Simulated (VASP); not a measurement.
**Geometry relaxation of PtAs₂ (part 2 of 3)**

PtAs₂ (Pa-3, 12 atoms in the cell); Kohn-Sham DFT of a periodic cell, PBE with D3(BJ), VASP PAW PBE potentials, recommended, no spin polarisation (VASP 6.6.1); cutoff 600 eV, 6×6×6 k-mesh, Gaussian smearing of 0.03 eV. The structure derives from an entry of the Crystallography Open Database.

Geometry of the input (Å; fractional positions):
```
5.9665  0.0000  0.0000
0.0000  5.9665  0.0000
0.0000  0.0000  5.9665
As 0.3830  0.3830  0.3830
As 0.1170  0.6170  0.8830
As 0.8830  0.1170  0.6170
As 0.6170  0.8830  0.1170
As 0.6170  0.6170  0.6170
As 0.8830  0.3830  0.1170
As 0.1170  0.8830  0.3830
As 0.3830  0.1170  0.8830
Pt 0.0000  0.0000  0.0000
Pt 0.5000  0.0000  0.5000
Pt 0.5000  0.5000  0.0000
Pt 0.0000  0.5000  0.5000
```

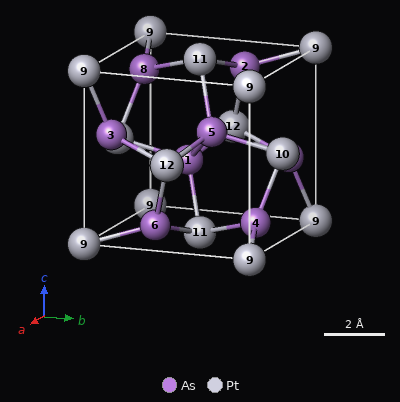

Fig. 1: The structure as given in the input (ball-and-stick view of the cell of the calculation, seen slightly off an axis; atoms are numbered from 1 in the order of the input). An atom can appear more than once, as a periodic image.

## Parts of OUTCAR, continued
```
   k-points           NKPTS =     24   k-points in BZ     NKDIM =     24   number of bands    NBANDS=     48
   number of dos      NEDOS =    301   number of ions     NIONS =     12
   total plane-waves  NPLWV = 110592
   dimension x,y,z NGX =    48 NGY =   48 NGZ =   48
   dimension x,y,z NGXF=    96 NGYF=   96 NGZF=   96
   ions per type =               8   4
   NGX,Y,Z   is equivalent  to a cutoff of  13.37, 13.37, 13.37 a.u.
   NGXF,Y,Z  is equivalent  to a cutoff of  26.75, 26.75, 26.75 a.u.
 SYSTEM =  As2Pt
   PREC   = accura    normal or accurate (medium, high low for compatibility)
   ISTART =      0    job   : 0-new  1-cont  2-samecut
   ICHARG =      2    charge: 1-file 2-atom 10-const
   ISPIN  =      1    spin polarized calculation?
   LNONCOLLINEAR =      F non collinear calculations
   LSORBIT =      F    spin-orbit coupling
   LASPH  =      T    aspherical Exc in radial PAW
   ENCUT  =  600.0 eV  44.10 Ry    6.64 a.u.  11.92 11.92 11.92*2*pi/ulx,y,z
   NELM   =     80;   NELMIN=  2; NELMDL= -5     # of ELM steps
   EDIFF  = 0.1E-05   stopping-criterion for ELM
   LREAL  =      F    real-space projection
   EDIFFG = -.1E-01   stopping-criterion for IOM
   NSW    =     90    number of steps for IOM
   IBRION =      2    ionic relax: 0-MD 1-quasi-New 2-CG
   NFREE  =      1    steps in history (QN), initial steepest desc. (CG)
   ISIF   =      3    stress and relaxation
   ISYM   =      2    0-nonsym 1-usesym 2-fastsym
   POTIM  = 0.5000    time-step for ionic-motion
   TEBEG  =    0.0;   TEEND  =   0.0 temperature during run
   PSTRESS=    0.0 pullay stress
   NELECT =      80.0000    total number of electrons
   NUPDOWN=      -1.0000    fix difference up-down
   EMIN   =  10.00;   EMAX   =-10.00  energy-range for DOS
   EFERMI =   0.00;   METHOD = LEGACY
   ISMEAR =     0;   SIGMA  =   0.03  broadening in eV -4-tet -1-fermi 0-gaus
   EFERMI_NEDOS =   21; number of points for ismear=-14 and -15
   IALGO  =     38    algorithm
   IMIX   =      4    mixing-type and parameters
     AMIX     =   0.40;   BMIX     =  1.00
     AMIX_MAG =   1.60;   BMIX_MAG =  1.00
  volume/ion in A,a.u.               =      17.70       119.45
  Fermi-wavevector in a.u.,A,eV,Ry     =   1.182275  2.234176 19.017873  1.397774
  Thomas-Fermi vector in A             =   2.318532
   LORBIT       =      0    0 simple, 1 ext, 2 COOP (PROOUT), +10 PAW based schemes
   GGA     = PE    functional components
   LHFCALC =     F    Hartree Fock is set to
   AEXX    =    0.0000 exact exchange contribution
   IVDW    =    12    specifies the selected vdW correction
   LEPSILON=     F    determine dielectric tensor
   LRPA    =     F    only Hartree local field effects (RPA)
 conjugate gradient relaxation of ions
 non-spin polarized calculation
 Gauss-broadening in eV      SIGMA  =   0.03
  energy-cutoff  :      600.00
  volume of cell :      212.40
 maximum number of plane-waves:      7123
   NGX = 23   NGY = 23   NGZ = 23

--------------------------------------- Ionic step        1  -------------------------------------------

 number of electron      80.0000005 magnetization

 Free energy of the ion-electron system (eV)
  ---------------------------------------------------
  ext. energy  EPLUGINS =         0.00000000
  ---------------------------------------------------
  free energy    TOTEN  =       -67.78446761 eV

  energy without entropy =      -67.78446761  energy(sigma->0) =      -67.78446761

------------------------ aborting loop because EDIFF is reached ----------------------------------------

 Edisp (eV)   -6.74016

 E8    (eV) :    -2.9452

  FORCE on cell =-STRESS in cart. coord.  units (eV):
  Direction    XX          YY          ZZ          XY          YZ          ZX
  --------------------------------------------------------------------------------------
  -------------------------------------------------------------------------------------
  Total       2.68120     2.68120     2.68120    -0.00000    -0.00000    -0.00000
  in kB      20.22466    20.22466    20.22466    -0.00000    -0.00000    -0.00000
  external pressure =       20.22 kB  Pullay stress =        0.00 kB

 VOLUME and BASIS-vectors are now :
 -----------------------------------------------------------------------------
  energy-cutoff  :      600.00
  volume of cell :      212.40
      direct lattice vectors                 reciprocal lattice vectors
     5.966500000  0.000000000  0.000000000     0.167602447  0.000000000  0.000000000
     0.000000000  5.966500000  0.000000000     0.000000000  0.167602447  0.000000000
     0.000000000  0.000000000  5.966500000     0.000000000  0.000000000  0.167602447

 POSITION                                       TOTAL-FORCE (eV/Angst)
 -----------------------------------------------------------------------------------
      2.28517      2.28517      2.28517        -0.000864     -0.000864     -0.000864
      0.69808      3.68133      5.26842         0.000864      0.000864     -0.000864
      5.26842      0.69808      3.68133        -0.000864      0.000864      0.000864
      3.68133      5.26842      0.69808         0.000864     -0.000864      0.000864
      3.68133      3.68133      3.68133         0.000864      0.000864      0.000864
      5.26842      2.28517      0.69808        -0.000864     -0.000864      0.000864
      0.69808      5.26842      2.28517         0.000864     -0.000864     -0.000864
      2.28517      0.69808      5.26842        -0.000864      0.000864     -0.000864
      0.00000      0.00000      0.00000         0.000000      0.000000     -0.000000
      2.98325      0.00000      2.98325         0.000000      0.000000     -0.000000
      2.98325      2.98325      0.00000         0.000000      0.000000     -0.000000
      0.00000      2.98325      2.98325         0.000000      0.000000     -0.000000
 -----------------------------------------------------------------------------------
    total drift:                               -0.000000      0.000000     -0.000000

  FREE ENERGIE OF THE ION-ELECTRON SYSTEM (eV)
  ---------------------------------------------------
  free  energy   TOTEN  =       -74.5246262478 eV

  energy  without entropy=      -74.5246262478  energy(sigma->0) =      -74.52462625

--------------------------------------- Ionic step        2  -------------------------------------------

 number of electron      80.0000013 magnetization

------------------------ aborting loop because EDIFF is reached ----------------------------------------

 Edisp (eV)   -6.52743

 E8    (eV) :    -2.8542

  FORCE on cell =-STRESS in cart. coord.  units (eV):
  Direction    XX          YY          ZZ          XY          YZ          ZX
  --------------------------------------------------------------------------------------
  -------------------------------------------------------------------------------------
  Total      -3.84284    -3.84284    -3.84284     0.00000     0.00000    -0.00000
  in kB     -28.06957   -28.06957   -28.06957     0.00000     0.00000    -0.00000
  external pressure =      -28.07 kB  Pullay stress =        0.00 kB

 VOLUME and BASIS-vectors are now :
 -----------------------------------------------------------------------------
  energy-cutoff  :      600.00
  volume of cell :      219.34
      direct lattice vectors                 reciprocal lattice vectors
     6.030813068 -0.000000000 -0.000000000     0.165815121  0.000000000  0.000000000
    -0.000000000  6.030813068  0.000000000     0.000000000  0.165815121  0.000000000
    -0.000000000 -0.000000000  6.030813068     0.000000000 -0.000000000  0.165815121

 POSITION                                       TOTAL-FORCE (eV/Angst)
 -----------------------------------------------------------------------------------
      2.30976      2.30976      2.30976         0.024196      0.024196      0.024196
      0.70565      3.72105      5.32517        -0.024196     -0.024196      0.024196
      5.32517      0.70565      3.72105         0.024196     -0.024196     -0.024196
      3.72105      5.32517      0.70565        -0.024196      0.024196     -0.024196
      3.72105      3.72105      3.72105        -0.024196     -0.024196     -0.024196
      5.32517      2.30976      0.70565         0.024196      0.024196     -0.024196
      0.70565      5.32517      2.30976        -0.024196      0.024196      0.024196
      2.30976      0.70565      5.32517         0.024196     -0.024196      0.024196
     -0.00000     -0.00000      6.03081        -0.000000      0.000000      0.000000
      3.01541     -0.00000      3.01541        -0.000000      0.000000      0.000000
      3.01541      3.01541      6.03081        -0.000000      0.000000      0.000000
     -0.00000      3.01541      3.01541        -0.000000      0.000000      0.000000
 -----------------------------------------------------------------------------------
    total drift:                               -0.000000      0.000000     -0.000000

  FREE ENERGIE OF THE ION-ELECTRON SYSTEM (eV)
  ---------------------------------------------------
  free  energy   TOTEN  =       -74.5037862729 eV

  energy  without entropy=      -74.5037858664  energy(sigma->0) =      -74.50378607

--------------------------------------- Ionic step        3  -------------------------------------------

 number of electron      80.0000012 magnetization

------------------------ aborting loop because EDIFF is reached ----------------------------------------

 Edisp (eV)   -6.65465

 E8    (eV) :    -2.9086

  FORCE on cell =-STRESS in cart. coord.  units (eV):
  Direction    XX          YY          ZZ          XY          YZ          ZX
  --------------------------------------------------------------------------------------
  -------------------------------------------------------------------------------------
  Total       0.00900     0.00900     0.00900     0.00000     0.00000     0.00000
  in kB       0.06701     0.06701     0.06701     0.00000     0.00000     0.00000
  external pressure =        0.07 kB  Pullay stress =        0.00 kB

 VOLUME and BASIS-vectors are now :
 -----------------------------------------------------------------------------
  energy-cutoff  :      600.00
  volume of cell :      215.14
      direct lattice vectors                 reciprocal lattice vectors
     5.992032137 -0.000000000 -0.000000000     0.166888291  0.000000000  0.000000000
    -0.000000000  5.992032137  0.000000000     0.000000000  0.166888291  0.000000000
    -0.000000000 -0.000000000  5.992032137     0.000000000 -0.000000000  0.166888291

 POSITION                                       TOTAL-FORCE (eV/Angst)
 -----------------------------------------------------------------------------------
      2.29493      2.29493      2.29493         0.009296      0.009296      0.009296
      0.70108      3.69710      5.29095        -0.009296     -0.009296      0.009296
      5.29095      0.70108      3.69710         0.009296     -0.009296     -0.009296
      3.69710      5.29095      0.70108        -0.009296      0.009296     -0.009296
      3.69710      3.69710      3.69710        -0.009296     -0.009296     -0.009296
      5.29095      2.29493      0.70108         0.009296      0.009296     -0.009296
      0.70108      5.29095      2.29493        -0.009296      0.009296      0.009296
      2.29493      0.70108      5.29095         0.009296     -0.009296      0.009296
      0.00000      0.00000      0.00000         0.000000     -0.000000      0.000000
      2.99602     -0.00000      2.99602         0.000000     -0.000000      0.000000
      2.99602      2.99602      0.00000         0.000000     -0.000000      0.000000
     -0.00000      2.99602      2.99602         0.000000     -0.000000      0.000000
 -----------------------------------------------------------------------------------
    total drift:                                0.000000     -0.000000      0.000000

  FREE ENERGIE OF THE ION-ELECTRON SYSTEM (eV)
  ---------------------------------------------------
  free  energy   TOTEN  =       -74.5415975594 eV

  energy  without entropy=      -74.5415975594  energy(sigma->0) =      -74.54159756

--------------------------------------- Ionic step        4  -------------------------------------------

 number of electron      80.0000012 magnetization

------------------------ aborting loop because EDIFF is reached ----------------------------------------

 Edisp (eV)   -6.65296

 E8    (eV) :    -2.9079

  FORCE on cell =-STRESS in cart. coord.  units (eV):
  Direction    XX          YY          ZZ          XY          YZ          ZX
  --------------------------------------------------------------------------------------
  -------------------------------------------------------------------------------------
  Total      -0.04778    -0.04778    -0.04778     0.00000     0.00000    -0.00000
  in kB      -0.35571    -0.35571    -0.35571     0.00000     0.00000    -0.00000
  external pressure =       -0.36 kB  Pullay stress =        0.00 kB

 VOLUME and BASIS-vectors are now :
 -----------------------------------------------------------------------------
  energy-cutoff  :      600.00
  volume of cell :      215.20
      direct lattice vectors                 reciprocal lattice vectors
     5.992542780 -0.000000000 -0.000000000     0.166874069  0.000000000  0.000000000
    -0.000000000  5.992542780  0.000000000     0.000000000  0.166874069  0.000000000
    -0.000000000 -0.000000000  5.992542780     0.000000000 -0.000000000  0.166874069

 POSITION                                       TOTAL-FORCE (eV/Angst)
 -----------------------------------------------------------------------------------
      2.29513      2.29513      2.29513         0.009472      0.009472      0.009472
      0.70114      3.69742      5.29140        -0.009472     -0.009472      0.009472
      5.29140      0.70114      3.69742         0.009472     -0.009472     -0.009472
      3.69742      5.29140      0.70114        -0.009472      0.009472     -0.009472
      3.69742      3.69742      3.69742        -0.009472     -0.009472     -0.009472
      5.29140      2.29513      0.70114         0.009472      0.009472     -0.009472
      0.70114      5.29140      2.29513        -0.009472      0.009472      0.009472
      2.29513      0.70114      5.29140         0.009472     -0.009472      0.009472
     -0.00000     -0.00000      5.99254        -0.000000      0.000000      0.000000
      2.99627     -0.00000      2.99627        -0.000000      0.000000      0.000000
      2.99627      2.99627      5.99254        -0.000000      0.000000      0.000000
     -0.00000      2.99627      2.99627        -0.000000      0.000000      0.000000
 -----------------------------------------------------------------------------------
    total drift:                                0.000000      0.000000     -0.000000

  FREE ENERGIE OF THE ION-ELECTRON SYSTEM (eV)
  ---------------------------------------------------
  free  energy   TOTEN  =       -74.5415887474 eV

  energy  without entropy=      -74.5415887474  energy(sigma->0) =      -74.54158875

--------------------------------------- Ionic step        5  -------------------------------------------

 number of electron      80.0000012 magnetization
```
